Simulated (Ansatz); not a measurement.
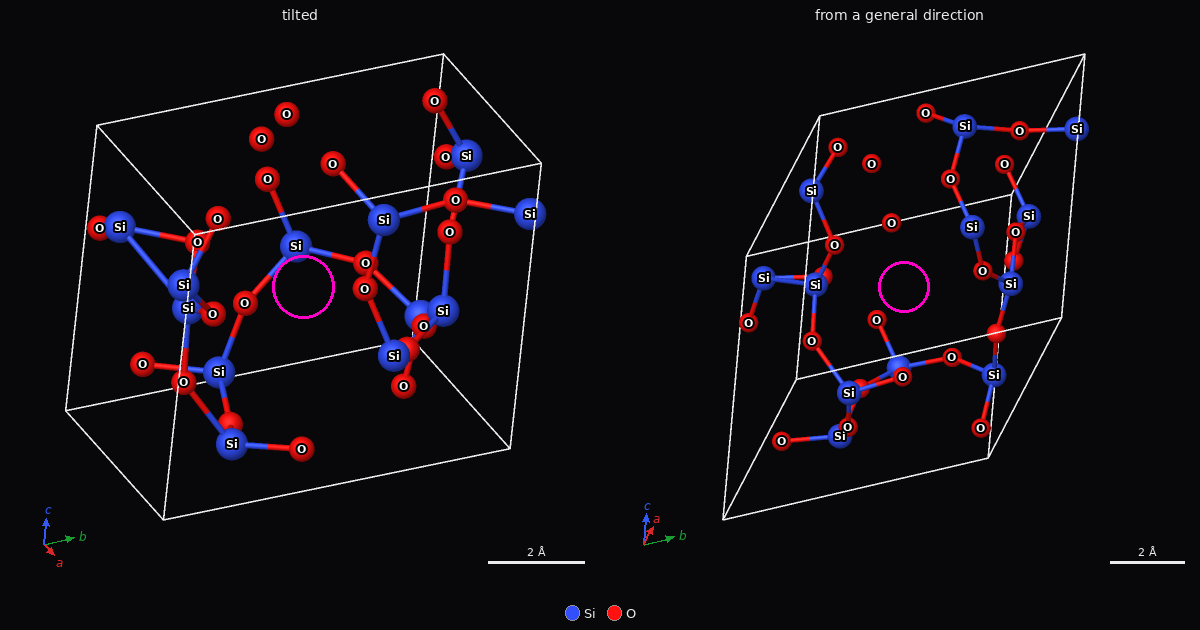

The image is a ball-and-stick drawing of a crystal, viewed slightly off an axis and from a general direction. The parallelepiped is the supercell. The host is SiO₂, in a cell of 27 sites, and the cell carries a charge of +2. A ring marks the defect's site.

### Spot the defect.

An oxygen vacancy. Around the empty site lie three O and one Si at about 2.4 to 2.8 Å.

The atoms were relaxed in the host's cell with DFT PBE, scalar-relativistic, plane waves, PAW (Ansatz 0.2.0).
